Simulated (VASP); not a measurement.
CdO (slab)

```yaml
crystal:
  lattice:
    - [3.32269, 0.00000, 0.00000]
    - [0.00000, 3.32269, 0.00000]
    - [0.00000, 0.00000, 27.74750]
  atoms:
    - { symbol: Cd, position: [0.50000, 0.50000, 0.28819] }
    - { symbol: Cd, position: [0.00000, 0.00000, 0.37231] }
    - { symbol: Cd, position: [0.50000, 0.50000, 0.45751] }
    - { symbol: Cd, position: [0.00000, 0.00000, 0.54249] }
    - { symbol: Cd, position: [0.50000, 0.50000, 0.62769] }
    - { symbol: Cd, position: [0.00000, 0.00000, 0.71181] }
    - { symbol: O, position: [0.00000, 0.00000, 0.28730] }
    - { symbol: O, position: [0.50000, 0.50000, 0.37262] }
    - { symbol: O, position: [0.00000, 0.00000, 0.45743] }
    - { symbol: O, position: [0.50000, 0.50000, 0.54257] }
    - { symbol: O, position: [0.00000, 0.00000, 0.62738] }
    - { symbol: O, position: [0.50000, 0.50000, 0.71270] }
```

All numbers below come from Kohn-Sham DFT of a periodic cell, PBEsol, VASP PAW PBE potentials, recommended (VASP 6.6.1).

The density is the valence pseudo-density of a PAW calculation; it isn't the true density close to the nuclei.

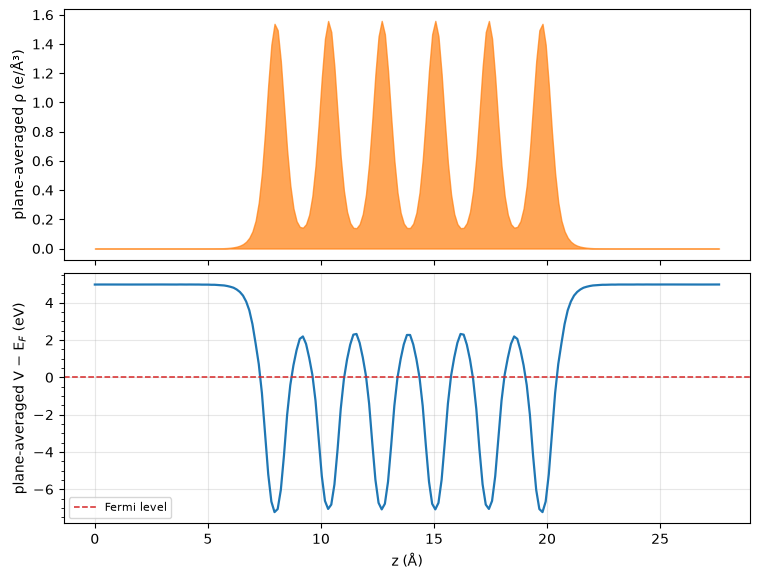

Figure 1. Plane average of the electrostatic potential energy of an electron and of the valence electron density across the slab.

Q: How far above the Fermi level of the calculation is the vacuum level?

A: 5.0 eV.

Q: How thick is the slab, and how wide the vacuum?

A: The outermost nuclei are 11.8 Å apart, in 6 atomic planes; the vacuum between periodic images is 15.9 Å wide.

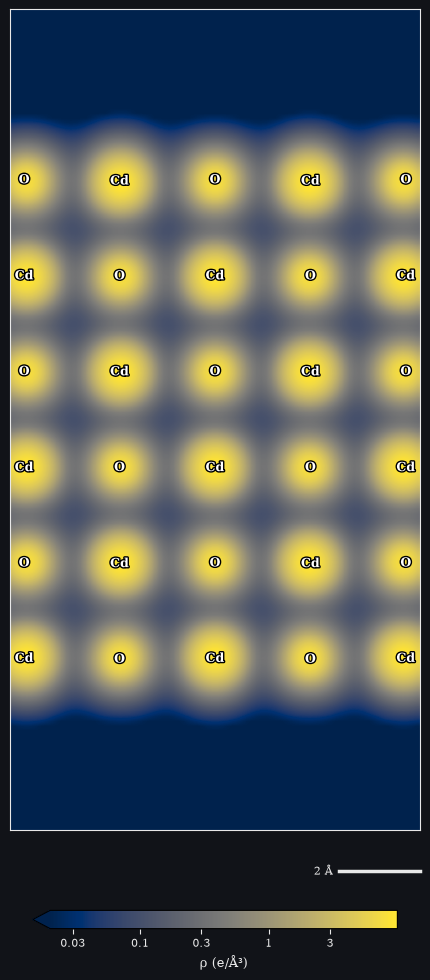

Figure 2. Valence electron density on the (110) plane of the calculation cell, a cut from vacuum to vacuum.

Q: What do the fields say about this system?

A:
- The section cuts through Cd and O sites.
- Cd–O (2.34 Å): ρ at the midpoint is about 0.35 e/Å³.
- The density dies away to nearly zero in the vacuum.
